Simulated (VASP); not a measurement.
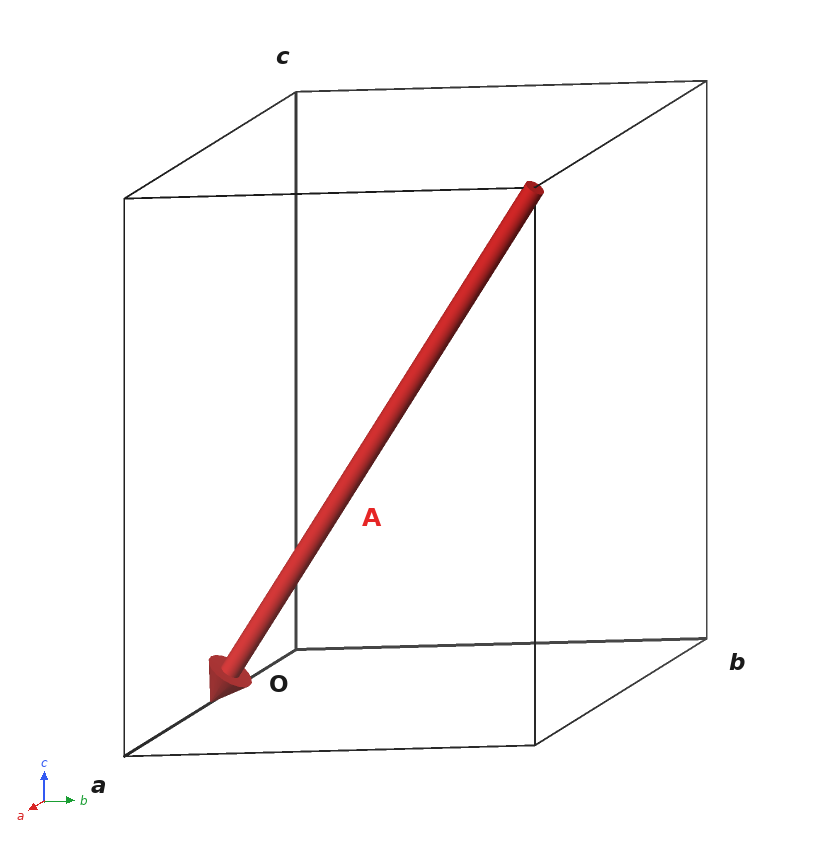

For PtS2, the end point of a relaxation with VASP Kohn-Sham DFT of a periodic cell, optB88-vdW, VASP PAW PBE potentials, recommended in VASP 6.6.1: the arrow starts at a corner of the unit cell and ends on its surface; where a tip isn't a corner, dashed lines run from it parallel to the axes. All values are computed from the atomic coordinates in the standard setting (tolerance 0.002 Å).

a = 3.597 Å, b = 3.597 Å, c = 5.075 Å, α = 90.00°, β = 90.00°, γ = 120.00°.

Question: Give [uvw] of the arrow.

Answer: Arrow A runs from (1, 1, 1) to (1/2, 0, 0), so [−1 −2 −2], in four indices [0 −1 1 −2].

Question: How long is the vector ua + vb + wc?

Answer: 11.909 Å.
